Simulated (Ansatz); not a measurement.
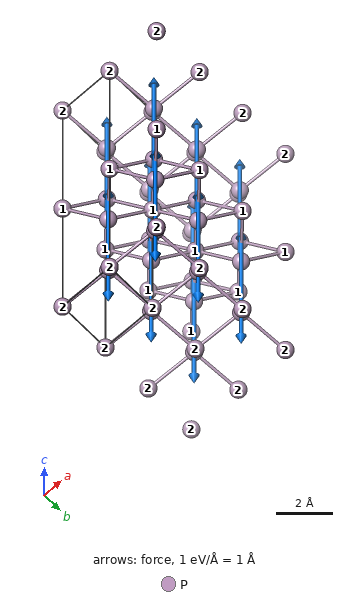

Starting geometry of a crystal of P (a generated structure, set up in P6_3/mmc) (coarse preliminary run) with the computed forces as blue arrows. Style: ball-and-stick. Shown: the cell of the calculation, repeated 2 × 3 × 1 with one cell outlined, from a free direction.

Computed with Ansatz 0.2.0, DFT PBE, scalar-relativistic, plane waves, PAW. Set-up: plane-wave cutoff 420 eV; k-point mesh 6 × 6 × 2; occupations gaussian; smearing width 0.1 eV; no spin polarisation; cell and atoms relaxed; force threshold 0.04 eV/Å; at most 70 steps.

Is this structure relaxed? If not, where do the atoms go?

It isn't relaxed: the largest force vector, on P atoms, is 3.50 eV/Å. The atoms end up moving mostly along the starting forces (cosine between the two patterns 1.00). Over 6 accepted moves (8 points after the start) the energy falls by 604 meV per atom. Largest force component: 3.5 eV/Å at the start, 0.0054 eV/Å at the end. Pressure: 45.44 GPa at the start and 0.02 GPa at the end. At 2 points the geometry stayed and the basis and grid were re-selected for the new cell (energy shift of 7.9 meV per atom at most each time). The largest moves relative to the cell, 0.15 Å, are those of P atoms. The drawn cell changes as follows: a = b 3.270 → 3.618 Å (+10.6 %), c 8.323 → 9.237 Å (+11.0 %); the volume changes by +35.9 %. Among the contacts that change: P–P 2.751 → 3.271 Å, P–P 2.137 → 2.439 Å, P–P 2.161 → 2.101 Å. Bond angles that change, for instance: P–P–P 99.9° → 95.8°, P–P–P 80.1° → 84.2°, P–P–P 117.9° → 121.1°. The space group stays P6_3/mmc (No. 194).

Limits of the set-up: the k-point mesh is coarse for a cell with partly filled bands.
